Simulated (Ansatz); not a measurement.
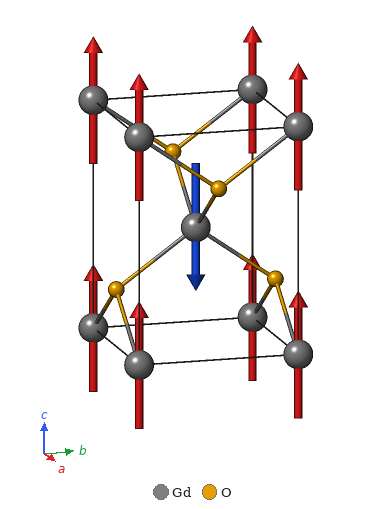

The figure gives a ball-and-stick picture of the atoms, viewed slightly off an axis. Atoms at the boundary of the cell (the run's own, in a reduced setting) (the box) are drawn once for each face, edge or corner they touch. Arrows are the site magnetic moments above 0.25 μB (those induced on non-metal atoms are left out); longer means larger, and red and blue are up and down (without spin-orbit coupling the axis itself is arbitrary).

This is the state reached for GdO. Calculation details: DFT r2SCAN, scalar-relativistic, plane waves, PAW in Ansatz; a plane-wave cutoff of 500 eV, k-points about 0.28 Å⁻¹ apart, Gaussian smearing of 0.05 eV, collinear spins.

**Name the magnetic order and give the moments.**

Antiferromagnetic (within this cell). Site moments: 1 Gd +6.8 μB and 1 Gd −6.8 μB. The net spin moment of the whole cell is 0.0 μB.

The structure was taken from a structure type known for this compound. Earlier steps of the study may have refined or changed the cell and positions. It went into a calculation with Ansatz.
